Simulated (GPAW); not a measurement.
# BAs (F-43m): the B K absorption edge, part 2 of 4

Aim: the dependence of the B K near-edge features of BAs (F-43m) on volume.

GPAW 26.7.0; X-ray absorption from dipole matrix elements to empty bands, plane-wave PAW PBE.

So far. Step 2 (Ground state of the crystal): The mesh shows a gap of 1.23 eV, so the hole is first treated in a charged cell, without the excited electron.

### 4. Spectrum with FCH, B atom 2

The holes are 5.9 Å apart. In GPAW the data set carries the hole's charge, so charge=0 means a charged cell and charge=-1 a neutral one. The excited electron is left out and a uniform background balances the charge. After the field has converged, empty bands are computed with the density fixed and the dipole matrix elements are summed.

The absorber has 4 As at 2.07 Å (tetrahedral, site symmetry -43m).

xas.py reads:

```python
import numpy as np
from ase import Atoms
from ase.parallel import parprint, paropen
from gpaw import GPAW, PW, FermiDirac, Mixer, MixerDif, setup_paths
from gpaw.test import gen
setup_paths.insert(0, '.')
gen('B', name='fch1s', xcname='PBE', corehole=(1, 0, 1), write_xml=True)
from gpaw.mpi import world
world.barrier()

atoms = Atoms('As6B6',
    cell=[[-2.3885, -2.3885, -4.777],
     [-2.3885, -2.3885, 4.777],
     [-2.3885, 4.777, 2.3885]],
    scaled_positions=[[0.875, 0.625, 0],
     [0.54166667, 0.625, 0.33333333],
     [0.375, 0.125, 0],
     [0.20833333, 0.625, 0.66666667],
     [0.04166667, 0.125, 0.33333333],
     [0.70833333, 0.125, 0.66666667],
     [0, 0, 0],
     [0.66666667, 0, 0.33333333],
     [0.5, 0.5, 0],
     [0.33333333, 0, 0.66666667],
     [0.16666667, 0.5, 0.33333333],
     [0.83333333, 0.5, 0.66666667]],
    pbc=True)
atoms.calc = calc = GPAW(legacy_gpaw=True, mode=PW(430, force_complex_dtype=True), xc='PBE', setups={6: 'fch1s'},
    kpts={'size': (4, 3, 4), 'gamma': True}, occupations=FermiDirac(0.02),
    charge=0, mixer=Mixer(0.1, 5, 50), maxiter=150,
    convergence={'density': 0.0001, 'eigenstates': 1e-6}, txt='scf.txt')
energy = atoms.get_potential_energy() + calc.get_reference_energy()
ef = calc.get_fermi_level()
out = dict(energy=energy, fermi=ef, forces=atoms.get_forces().tolist())
parprint(f'all-electron energy {energy:.4f} eV, Fermi level {ef:.4f} eV')
ev = np.array([[calc.get_eigenvalues(k, s) for k in range(len(calc.get_ibz_k_points()))] for s in range(calc.get_number_of_spins())])
out['homo'], out['lumo'], out['counts'] = ev[ev < ef].max(), ev[ev > ef].min(), sorted(set((ev < ef).sum((0, 2)).tolist()))
out['filled'] = (ev[:, 0] < ef).sum(1).tolist()

from ase.units import Ha
from gpaw.xas import dipole_matrix_elements
nb = int(calc.get_number_of_electrons() / 2) + 100
top, nb = nb, nb + 8 + nb // 12
nscf = calc.fixed_density(kpts={'size': (5, 5, 5), 'gamma': True}, nbands=nb,
    convergence={'bands': top, 'eigenstates': 5e-3}, maxiter=60, txt='nscf.txt')
cell = atoms.cell.array
ops = [cell.T @ U.T @ np.linalg.inv(cell.T) for U in nscf.wfs.kd.symmetry.op_scc]
filled = [24]  # bands filled in the ground state, by spin
E = np.arange(-6, 34, 0.1)
fwhm = np.interp(E, [4, 25], [0.9, 3.5])
Y, X, zero, highest = 0, 0, 1e9, 1e9
for spin in range(nscf.get_number_of_spins()):
    wfs = nscf.wfs
    mine = wfs.bd.get_slice()  # this rank's bands
    A = dipole_matrix_elements(wfs.setups[6])
    eps = np.zeros((wfs.kd.nibzkpts, nb))
    d = np.zeros((3, A.shape[1], wfs.kd.nibzkpts, nb), complex)
    for kpt in wfs.kpt_u:
        if kpt.s == spin and 6 in kpt.P_ani:
            eps[kpt.k, mine] = kpt.eps_n * Ha
            d[:, :, kpt.k, mine] = (kpt.weight * wfs.nspins / 2) ** 0.5 * np.inner(A, kpt.P_ani[6])
    world.sum(eps)
    world.sum(d)
    T = np.einsum('amkn,bmkn->abkn', d, d.conj()).real
    T = sum(np.einsum('ai,ijkn,bj->abkn', R, T, R) for R in ops) / len(ops)
    empty = np.ones_like(eps, bool) & (np.arange(nb) >= filled[spin])
    zero, highest = min(zero, eps[empty].min()), min(highest, eps[:, top - 1].min())
    lines = [(eps, T, empty)] if spin == 0 else lines + [(eps, T, empty)]
for eps, T, empty in lines:
    f = np.einsum('aakn->akn', T).reshape(3, -1)
    x = eps.ravel() - zero
    w = np.interp(x, E, fwhm) / 2.35482
    g = np.exp(-0.5 * ((E[:, None] - x) / w) ** 2) / (w * (2 * np.pi) ** 0.5)
    Y = Y + (f * empty.ravel()) @ g.T
    X = X + (f * ~empty.ravel()) @ g.T
out.update(E=E.round(2).tolist(), xas=Y.tolist(), xes=X.tolist(), zero=zero, valid=highest - zero, nk=len(eps), nb=nb)
for i in range(0, len(E), 10):
    parprint(f'{E[i]:7.2f}', *(f'{v:10.3e}' for v in Y[:, i]))
import json
with paropen('out.json', 'w') as f:
    json.dump(out, f)
```

Launch:

```
> OMP_NUM_THREADS=1 mpirun -n 4 gpaw python xas.py
```

Numbers of over 12 decimals in the logs are rounded to 6 here.

Log:

```text
Input parameters:
  convergence: {density: 0.0001,
                eigenstates: 1e-06}
  kpts: {gamma: True,
         size: (4, 3, 4)}
  maxiter: 150
  mixer: {backend: pulay,
          beta: 0.1,
          method: separate,
          nmaxold: 5,
          weight: 50}
  mode: {ecut: 430.0,
         force_complex_dtype: True,
         name: pw}
  occupations: {fixmagmom: False,
                name: fermi-dirac,
                width: 0.02}
  setups: {6: fch1s}
  xc: PBE

Initialize ...

[... PAW data sets ...]

Reference energy: -372827.704667  # eV

Spin-paired calculation

[... convergence settings ...]
Symmetries present (total): 2
  [... symmetry matrices ...]

48 k-points: 4 x 3 x 4 Monkhorst-Pack grid + [1/8,0.000000,1/8]
17 k-points in the irreducible part of the Brillouin zone
       k-points in crystal coordinates                weights
   0:     0.00000000    0.00000000    0.00000000          1/48
   1:     0.00000000    0.00000000    0.25000000          2/48
   2:     0.00000000    0.00000000    0.50000000          1/48
   3:     0.00000000    0.33333333    0.00000000          2/48
   4:     0.00000000    0.33333333    0.25000000          4/48
   5:     0.00000000    0.33333333    0.50000000          2/48
   6:     0.25000000   -0.33333333    0.00000000          4/48
   7:     0.25000000   -0.33333333    0.50000000          4/48
   8:     0.25000000    0.00000000    0.00000000          4/48
   9:     0.25000000    0.00000000    0.50000000          4/48
          ...
  16:     0.50000000    0.33333333    0.50000000          4/48

Wave functions: Plane wave expansion
  Cutoff energy: 430.000 eV
  Number of coefficients (min, max): 3269, 3336
  Pulay-stress correction: 0.000000 eV/Ang^3 (de/decut=0.000000)
  Using FFTW library
  Wavefunction extrapolation:
    Improved wavefunction reuse through dual PAW basis

Occupation numbers: Fermi-Dirac:
  width: 0.0200  # eV

Eigensolver
   Davidson(niter=2)

Densities:
  Coarse grid: 28*28*28 grid
  Fine grid: 56*56*56 grid
  Total Charge: 1.000000

Density mixing:
  Method: separate
  Backend: pulay
  Linear mixing parameter: 0.1
  old densities: 5
  Width of damping distribution: 1.1
  Damping of long wavelength oscillations: 50

[... Hamiltonian set-up ...]
Number of atoms: 12
Number of atomic orbitals: 48
Number of bands in calculation: 33
Number of valence electrons: 48
Bands to converge: occupied

... initialized

Initializing position-dependent things.

Density initialized from atomic densities
Creating initial wave functions:
  33 bands from LCAO basis set

             As

               B
                   As
                 B
         B  As       B
             As
              B
               B  As
          As

Atomic positions and initial magnetic moments

Positions:
   0 As    -3.582750   -3.582750   -1.194250    ( 0.0000,  0.0000,  0.0000)
   1 As    -3.582750   -1.194250    1.194250    ( 0.0000,  0.0000,  0.0000)
   2 As    -1.194250   -1.194250   -1.194250    ( 0.0000,  0.0000,  0.0000)
   3 As    -3.582750    1.194250    3.582750    ( 0.0000,  0.0000,  0.0000)
   4 As    -1.194250    1.194250    1.194250    ( 0.0000,  0.0000,  0.0000)
   5 As    -3.582750    1.194250   -1.194250    ( 0.0000,  0.0000,  0.0000)
   6 B      0.000000    0.000000    0.000000    ( 0.0000,  0.0000,  0.0000)
   7 B     -2.388500   -0.000000   -2.388500    ( 0.0000,  0.0000,  0.0000)
   8 B     -2.388500   -2.388500    0.000000    ( 0.0000,  0.0000,  0.0000)
   9 B     -2.388500    2.388500    0.000000    ( 0.0000,  0.0000,  0.0000)
  10 B     -2.388500   -0.000000    2.388500    ( 0.0000,  0.0000,  0.0000)
  11 B     -4.777000    0.000000    0.000000    ( 0.0000,  0.0000,  0.0000)

Unit cell:
           periodic     x           y           z      points  spacing
  1. axis:    yes   -2.388500   -2.388500   -4.777000    28     0.1730
  2. axis:    yes   -2.388500   -2.388500    4.777000    28     0.1970
  3. axis:    yes   -2.388500    4.777000    2.388500    28     0.1810

  Lengths:   5.850606   5.850606   5.850606
  Angles:   80.405932 120.000000 109.471221

Effective grid spacing dv^(1/3) = 0.1953

iter:   1  -101.574562
iter:   2   -95.105500   -1.44  -0.64
iter:   3   -90.160996   -1.04  -0.72
iter:   4   -89.877184   -1.67  -1.01
iter:   5   -89.769025   -1.98  -1.20
iter:   6   -89.834103   -1.94  -1.42
iter:   7   -89.731770   -2.50  -1.82
iter:   8   -89.730419   -4.41  -2.25
iter:   9   -89.729288c  -4.23  -2.37
iter:  10   -89.728988c  -4.38  -2.81
iter:  11   -89.729166c  -5.31  -2.91
iter:  12   -89.728846c  -5.07  -2.79
iter:  13   -89.728798c  -5.56  -3.01
iter:  14   -89.728739c  -5.35  -3.09
iter:  15   -89.728735c  -6.21c -3.59
iter:  16   -89.728731c  -6.98c -3.74
iter:  17   -89.728731c  -6.94c -3.91
iter:  18   -89.728730c  -7.93c -4.06c

Converged after 18 iterations.

Dipole moment: (7.106560, 7.106560, -10.609038) |e|*Ang

Energy contributions relative to reference atoms: (reference = -372827.704667)

Kinetic:        +76.300576
Potential:      -88.294961
External:        +0.000000
XC:             -77.695511
Entropy (-ST):   -0.000000
Local:           -0.038835
SIC:             +0.000000
--------------------------
Free energy:    -89.728730
Extrapolated:   -89.728730

Showing only first 2 kpts
 Kpt  Band  Eigenvalues  Occupancy
  0    22      7.77564    2.00000
  0    23      7.78960    2.00000
  0    24      9.83741    0.00000
  0    25     10.32864    0.00000

  1    22      6.64403    2.00000
  1    23      7.57619    2.00000
  1    24      9.49605    0.00000
[...]
Fermi level: 8.23738

Gap: 1.383 eV
Transition (v -> c):
  (s=0, k=0, n=23, [0.00, 0.00, 0.00]) -> (s=0, k=2, n=24, [0.00, 0.00, 0.50])
Direct/indirect transitions are different
Direct gap: 1.920 eV
Transition at: (s=0, k=1, n=23, [0.00, 0.00, 0.25])

Forces in eV/Ang:
  0 As   -0.11969   -0.11969   -0.00232
  1 As    0.18079    0.15483   -0.10844
  2 As    0.13170    0.13170    0.38822
  3 As    0.15483    0.18079   -0.10844
  4 As    0.20405   -0.57463   -0.03811
  5 As   -0.57463    0.20405   -0.03811
  6 B     0.05848    0.05848   -0.00387
  7 B     0.24820    0.27299   -0.30398
  8 B    -0.06402   -0.06402    0.45268
  9 B     0.27299    0.24820   -0.30398
 10 B    -0.14138   -0.35151    0.03341
 11 B    -0.35151   -0.14138    0.03341
Scalar-relativistic atomic PBE calculation for B (Boron, Z=5)
Core hole in 1s state (1s occupation: 1.0)
300 radial gridpoints.
|------------------------------------------------|
|------------------------------------------------|
[... the atom generator's iteration count ...]

Energy contributions:
-------------------------
Kinetic:      +16.923827
XC:            -2.446370
Potential:    -31.470903
-------------------------
Total:        -16.993446

state      eigenvalue         ekin         rmax
-----------------------------------------------
1s^1.0 :    -8.619813    12.014061        0.202
2s^2.0 :    -0.872538     1.686908        1.272
2p^1.0 :    -0.649578     1.535951        1.118
-----------------------------------------------
(units: Bohr and Hartree)

Generating PAW setup
Kinetic energy of the core from tauc = 12.018096
Cutoffs:
rc(s)=1.200
rc(p)=1.200
rc(d)=1.200
rc(vbar)=1.080
rc(comp)=1.200
rc(nct)=1.200

Kinetic energy of the core states: 12.014061
Charge: 1.0
Core electrons: 1.0
Valence electrons: 3.0
Pseudo-core charge: 0.035742
Shape function alpha=6.944
Pseudo-electron charge 3.043936
state    eigenvalue         norm
--------------------------------
2s(2) :    -0.872538     1.031866
*s    :     0.127462
2p(1) :    -0.649578     0.944462
*p    :     0.350422
*d    :     0.000000
--------------------------------

Diagonalizing with gridspacing h=0.050

state   all-electron     PAW
-------------------------------
2s:      -0.872538    -0.873275
2p:      -0.649578    -0.650581
*d:                   -0.077574
*f:                   -0.014711
-------------------------------
all-electron energy -372917.4334 eV, Fermi level 8.2374 eV
[...]
31.00  2.517e-04  2.517e-04  2.531e-04
  32.00  2.235e-04  2.235e-04  2.263e-04
  33.00  2.085e-04  2.085e-04  2.100e-04
```

It took 55 s on 4 MPI ranks of INTEL XEON PLATINUM 8581C at 2.10GHz (Emerald Rapids), shared host; peak memory 0.38 GiB; 3.7 min of CPU time.

The B K spectrum, B atom 2, full core hole (charged cell) (energy from the lowest empty level; intensity scaled to a mean of 1 over the first 20 eV):

```csv
E (eV),intensity
-2.0,0.00
-0.5,0.02
1.0,1.77
2.5,2.05
4.0,1.97
5.5,1.32
7.0,1.13
8.5,0.89
10.0,1.09
11.5,0.55
13.0,0.55
14.5,0.72
16.0,0.46
17.5,0.32
19.0,0.44
20.5,0.63
22.0,0.72
23.5,0.68
25.0,0.62
26.5,0.60
28.0,0.58
```

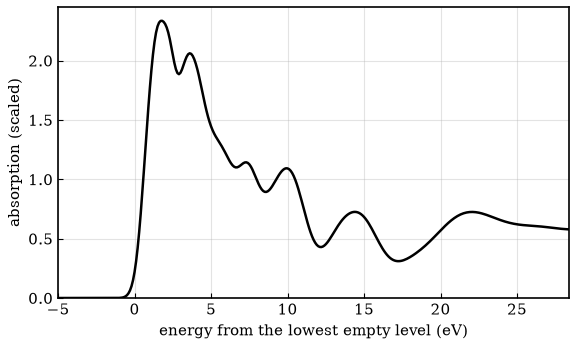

The B K edge, B atom 2, full core hole (charged cell): main maxima at 1.8, 3.6 and 9.9 eV.

Main maxima below 24 eV (height): 1.8 eV (2.34), 3.6 eV (2.06), 9.9 eV (1.09), 14.4 eV (0.73) and 22.1 eV (0.73). A K edge sees empty p states on the absorber.

The hole costs E(hole) − E(ground) = 185.66 eV, and the lowest empty level of the hole cell on the spectrum's mesh lies at 8.99 eV, which puts the zero at 194.65 eV. One term is added: -5.59 eV, since the hole is spin-paired here and a spin-polarised one costs that much less in the free atom (computed apart). The photon energy is then 189.06 eV. The functional and the charged cell's background leave an error of a few eV in such absolute values.

### 5. Supercell without a hole, the energy reference

The cell changes for the next run, so it gets a reference energy of its own.

The cell differs from the one that the last finished run ended in (a 5.851 → 5.731 Å, b 5.851 → 5.731 Å, c 5.851 → 5.731 Å).

scf.py reads:

```python
import numpy as np
from ase import Atoms
from ase.parallel import parprint, paropen
from gpaw import GPAW, PW, FermiDirac, Mixer, MixerDif, setup_paths
from gpaw.test import gen
setup_paths.insert(0, '.')
gen('B', name='nch1s', xcname='PBE', corehole=(1, 0, 0), write_xml=True)
from gpaw.mpi import world
world.barrier()

atoms = Atoms('As6B6',
    cell=[[-2.33974142, -2.33974142, -4.67948284],
     [-2.33974142, -2.33974142, 4.67948284],
     [-2.33974142, 4.67948284, 2.33974142]],
    scaled_positions=[[0.875, 0.625, 0],
     [0.54166667, 0.625, 0.33333333],
     [0.375, 0.125, 0],
     [0.20833333, 0.625, 0.66666667],
     [0.04166667, 0.125, 0.33333333],
     [0.70833333, 0.125, 0.66666667],
     [0, 0, 0],
     [0.66666667, 0, 0.33333333],
     [0.5, 0.5, 0],
     [0.33333333, 0, 0.66666667],
     [0.16666667, 0.5, 0.33333333],
     [0.83333333, 0.5, 0.66666667]],
    pbc=True)
atoms.calc = calc = GPAW(legacy_gpaw=True, mode=PW(430, force_complex_dtype=True), xc='PBE', setups={6: 'nch1s'},
    kpts={'size': (4, 3, 4), 'gamma': True}, occupations=FermiDirac(0.02),
    charge=0, mixer=Mixer(0.1, 5, 50), maxiter=150,
    convergence={'density': 0.0001, 'eigenstates': 1e-6}, txt='scf.txt')
energy = atoms.get_potential_energy() + calc.get_reference_energy()
ef = calc.get_fermi_level()
out = dict(energy=energy, fermi=ef, forces=atoms.get_forces().tolist())
parprint(f'all-electron energy {energy:.4f} eV, Fermi level {ef:.4f} eV')
ev = np.array([[calc.get_eigenvalues(k, s) for k in range(len(calc.get_ibz_k_points()))] for s in range(calc.get_number_of_spins())])
out['homo'], out['lumo'], out['counts'] = ev[ev < ef].max(), ev[ev > ef].min(), sorted(set((ev < ef).sum((0, 2)).tolist()))
out['filled'] = (ev[:, 0] < ef).sum(1).tolist()
import json
with paropen('out.json', 'w') as f:
    json.dump(out, f)
```

Launch:

```
> OMP_NUM_THREADS=1 mpirun -n 4 gpaw python scf.py
```

Log:

```text
Input parameters:
  convergence: {density: 0.0001,
                eigenstates: 1e-06}
  kpts: {gamma: True,
         size: (4, 3, 4)}
  maxiter: 150
  mixer: {backend: pulay,
          beta: 0.1,
          method: separate,
          nmaxold: 5,
          weight: 50}
  mode: {ecut: 430.0,
         force_complex_dtype: True,
         name: pw}
  occupations: {fixmagmom: False,
                name: fermi-dirac,
[...]
2s(2) :    -0.347030     1.005232
*s    :     0.652970
2p(1) :    -0.132526     0.982729
*p    :     0.867474
*d    :     0.000000
--------------------------------

Diagonalizing with gridspacing h=0.050

state   all-electron     PAW
-------------------------------
2s:      -0.347030    -0.347449
2p:      -0.132526    -0.132867
*d:                    0.040435
*f:                    0.071313
-------------------------------
all-electron energy -373102.5891 eV, Fermi level 9.3570 eV
[key lines of the parts left out:]
Converged after 14 iterations.
Dipole moment: (6.955018, 6.955018, -10.504097) |e|*Ang
Free energy:    -67.810016
Fermi level: 9.35697
```

The job ended after 12 s (4 MPI ranks; peak memory 0.23 GiB).

Reference energy: -373102.589 eV with the cores included.

### 6. Spectrum with FCH, B atom 2

Shorter bonds are expected to push antibonding states and scattering resonances up, and longer ones down; the cell is scaled to test that.

Changed against the first core-hole run: volume scale from 1 to 0.94.

Changes to xas.py since step 4:

```diff
@@ -11,5 +11,5 @@
 atoms = Atoms('As6B6',
-    cell=[[-2.3885, -2.3885, -4.777],
-     [-2.3885, -2.3885, 4.777],
-     [-2.3885, 4.777, 2.3885]],
+    cell=[[-2.33974142, -2.33974142, -4.67948284],
+     [-2.33974142, -2.33974142, 4.67948284],
+     [-2.33974142, 4.67948284, 2.33974142]],
     scaled_positions=[[0.875, 0.625, 0],
@@ -41,3 +41,3 @@
 from gpaw.xas import dipole_matrix_elements
-nb = int(calc.get_number_of_electrons() / 2) + 100
+nb = int(calc.get_number_of_electrons() / 2) + 94
 top, nb = nb, nb + 8 + nb // 12
```

Launch:

```
> OMP_NUM_THREADS=1 mpirun -n 4 gpaw python xas.py
```

Log:

```text
Input parameters:
  convergence: {density: 0.0001,
                eigenstates: 1e-06}
  kpts: {gamma: True,
         size: (4, 3, 4)}
  maxiter: 150
  mixer: {backend: pulay,
          beta: 0.1,
          method: separate,
          nmaxold: 5,
          weight: 50}
  mode: {ecut: 430.0,
         force_complex_dtype: True,
         name: pw}
  occupations: {fixmagmom: False,
                name: fermi-dirac,
[...]
*p    :     0.350422
*d    :     0.000000
--------------------------------

Diagonalizing with gridspacing h=0.050

state   all-electron     PAW
-------------------------------
2s:      -0.872538    -0.873275
2p:      -0.649578    -0.650581
*d:                   -0.077574
*f:                   -0.014711
-------------------------------
all-electron energy -372917.9038 eV, Fermi level 9.0521 eV
[...]
32.00  2.562e-04  2.562e-04  2.575e-04
  33.00  2.210e-04  2.210e-04  2.245e-04
[key lines of the parts left out:]
Converged after 17 iterations.
Dipole moment: (7.066319, 7.066319, -10.850771) |e|*Ang
Free energy:    -90.199119
Fermi level: 9.05209
```

The job ended after 50 s (4 MPI ranks; peak memory 0.36 GiB; 3.3 min of CPU time).

| E (eV) | first run | this run |
| --- | --- | --- |
| -2.0 | 0.00 | 0.00 |
| -1.0 | 0.00 | 0.00 |
| 0.0 | 0.22 | 0.16 |
| 1.0 | 1.77 | 1.37 |
| 2.0 | 2.31 | 2.14 |
| 3.0 | 1.90 | 1.78 |
| 4.0 | 1.97 | 1.96 |
| 5.0 | 1.45 | 1.54 |
| 6.0 | 1.21 | 1.32 |
| 7.0 | 1.13 | 1.11 |
| 8.0 | 0.99 | 1.11 |
| 9.0 | 0.94 | 0.97 |
| 10.0 | 1.09 | 1.11 |
| 11.0 | 0.78 | 0.99 |
| 12.0 | 0.44 | 0.58 |
| 13.0 | 0.55 | 0.44 |
| 14.0 | 0.71 | 0.59 |
| 15.0 | 0.68 | 0.69 |
| 16.0 | 0.46 | 0.66 |
| 17.0 | 0.32 | 0.46 |
| 18.0 | 0.34 | 0.34 |
| 19.0 | 0.44 | 0.36 |
| 20.0 | 0.57 | 0.46 |
| 21.0 | 0.68 | 0.58 |
| 22.0 | 0.72 | 0.68 |
| 23.0 | 0.70 | 0.71 |
| 24.0 | 0.65 | 0.69 |
| 25.0 | 0.62 | 0.65 |
| 26.0 | 0.61 | 0.62 |
| 27.0 | 0.60 | 0.61 |
| 28.0 | 0.58 | 0.60 |

Against the first run the r.m.s. difference is 12 %. The highest intensity below 16 eV goes from 1.8 eV (2.34) to 2.1 eV (2.15).

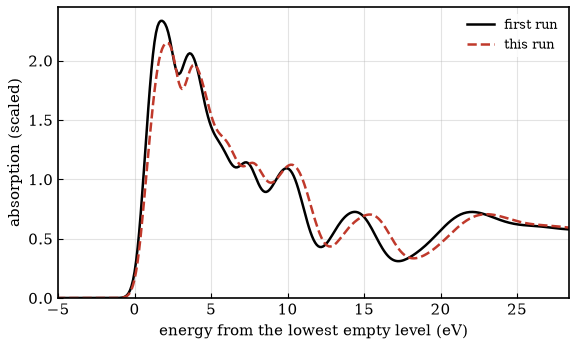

The effect of the change (volume scale from 1 to 0.94).

The photon energy of the zero moves by -0.20 eV.

### 7. Supercell without a hole, the energy reference

The cell changes for the next run, so it gets a reference energy of its own.

The cell differs from the one that the last finished run ended in (a 5.731 → 5.792 Å, b 5.731 → 5.792 Å, c 5.731 → 5.792 Å).

Changes to scf.py since step 5:

```diff
@@ -11,5 +11,5 @@
 atoms = Atoms('As6B6',
-    cell=[[-2.33974142, -2.33974142, -4.67948284],
-     [-2.33974142, -2.33974142, 4.67948284],
-     [-2.33974142, 4.67948284, 2.33974142]],
+    cell=[[-2.36437209, -2.36437209, -4.72874418],
+     [-2.36437209, -2.36437209, 4.72874418],
+     [-2.36437209, 4.72874418, 2.36437209]],
     scaled_positions=[[0.875, 0.625, 0],
```

Launch:

```
> OMP_NUM_THREADS=1 mpirun -n 4 gpaw python scf.py
```

Log:

```text
Input parameters:
  convergence: {density: 0.0001,
                eigenstates: 1e-06}
  kpts: {gamma: True,
         size: (4, 3, 4)}
  maxiter: 150
  mixer: {backend: pulay,
          beta: 0.1,
          method: separate,
          nmaxold: 5,
          weight: 50}
  mode: {ecut: 430.0,
         force_complex_dtype: True,
         name: pw}
  occupations: {fixmagmom: False,
                name: fermi-dirac,
[...]
2s(2) :    -0.347030     1.005232
*s    :     0.652970
2p(1) :    -0.132526     0.982729
*p    :     0.867474
*d    :     0.000000
--------------------------------

Diagonalizing with gridspacing h=0.050

state   all-electron     PAW
-------------------------------
2s:      -0.347030    -0.347449
2p:      -0.132526    -0.132867
*d:                    0.040435
*f:                    0.071313
-------------------------------
all-electron energy -373102.9199 eV, Fermi level 8.9189 eV
[key lines of the parts left out:]
Converged after 14 iterations.
Dipole moment: (6.970937, 6.970937, -10.370369) |e|*Ang
Free energy:    -68.140833
Fermi level: 8.91887
```

It took 13 s on 4 MPI ranks; peak memory 0.24 GiB; 49 s of CPU time.

Reference energy: -373102.920 eV with the cores included.

(Continued in part 3 of 4.)

[Banner, clock and machine lines of the logs are left out without a mark of their own.]

[Logs are printed without paths, hosts, clocks, repeated set-up lines and the standing remarks that a program may print on its own settings, such as how far it seeks lower states.]

[Hosts, paths, dates, database ids (printed as entryN), source tags and the programs' standing remarks are cut or masked in the printed files.]

[Lists of maxima count a maximum above −3 eV only where it reaches 4 % of the highest in the window and stands out from its surroundings by 2 % of it (1.5 % where it reaches 55 %); shoulders and weaker maxima are passed over, and of the rest the first, up to two pre-edge ones and the few strongest are named.]
